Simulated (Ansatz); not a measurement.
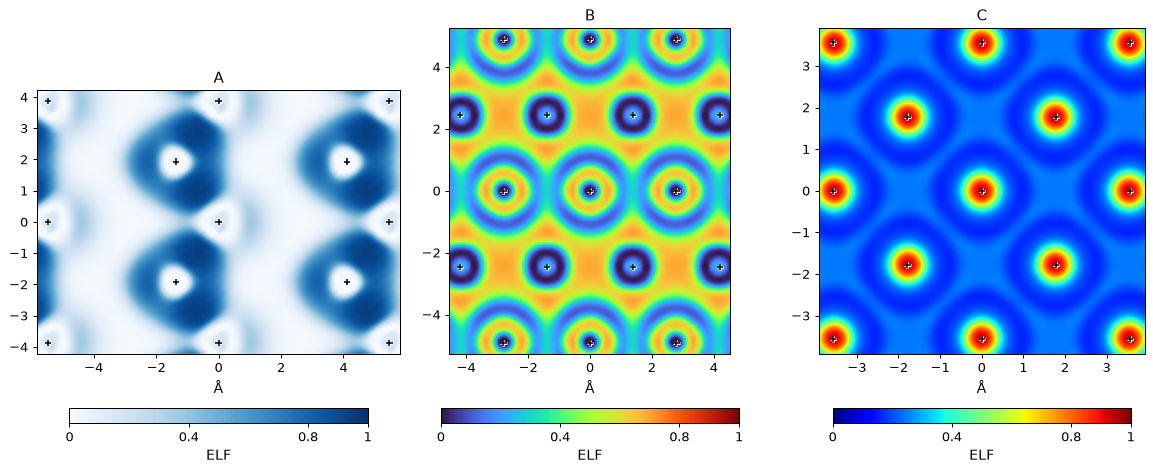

The ELF of 3 systems, each on a plane through atoms (crosses mark nuclei in the plane).

Computed with Ansatz 0.2.0, DFT PBEsol, scalar-relativistic, plane waves, PAW.

System 1: Cu, the (010) plane of the conventional cell. Space group Fm-3m; a structure from a database of computed crystals, not necessarily the ambient phase; computed without spin polarisation.

```yaml
crystal:
  lattice:
    - [3.56341, 0.00000, 0.00000]
    - [0.00000, 3.56341, 0.00000]
    - [0.00000, 0.00000, 3.56341]
  atoms:
    - { symbol: Cu, position: [0.00000, 0.00000, 0.00000] }
    - { symbol: Cu, position: [0.50000, 0.50000, 0.00000] }
    - { symbol: Cu, position: [0.50000, 0.00000, 0.50000] }
    - { symbol: Cu, position: [0.00000, 0.50000, 0.50000] }
```

System 2: AlP, the (110) plane of the conventional cell. Space group F-43m.

```cif
data_structure
_symmetry_space_group_name_H-M 'P 1'
_symmetry_Int_Tables_number 1
_cell_length_a 5.4703
_cell_length_b 5.4703
_cell_length_c 5.4703
_cell_angle_alpha 90.000
_cell_angle_beta 90.000
_cell_angle_gamma 90.000
_cell_volume 163.70
loop_
_atom_site_label
_atom_site_type_symbol
_atom_site_fract_x
_atom_site_fract_y
_atom_site_fract_z
_atom_site_occupancy
Al1 Al 0.50000 0.50000 0.00000 1
Al2 Al 0.00000 0.50000 0.50000 1
Al3 Al 0.00000 0.00000 0.00000 1
Al4 Al 0.50000 0.00000 0.50000 1
P1 P 0.75000 0.75000 0.25000 1
P2 P 0.25000 0.75000 0.75000 1
P3 P 0.25000 0.25000 0.25000 1
P4 P 0.75000 0.25000 0.75000 1
```

System 3: TiAl, the (101) plane of the conventional cell. Space group P4/mmm; a structure from a database of computed crystals, not necessarily the ambient phase; computed without spin polarisation.

```
Ti Al
1.0
     2.79464    0.00000    0.00000
     0.00000    2.79464    0.00000
     0.00000    0.00000    4.04114
Ti Al
1 1
Direct
  0.50000 0.50000 0.50000
  0.00000 0.00000 0.00000
```

> Match each panel to its system.

Panel A is system 2, AlP: the plane holds Al and P. Al–P (2.37 Å): the ELF peaks at about 0.95 between the atoms; localised, covalent bonding. Panel B is system 3, TiAl: the plane holds Ti and Al. Ti–Ti (2.79 Å): the ELF is about 0.30 at the midpoint. Panel C is system 1, Cu: the plane holds Cu. Cu–Cu (2.52 Å): the ELF is about 0.20 at the midpoint: no shared electron pair shows on this line.
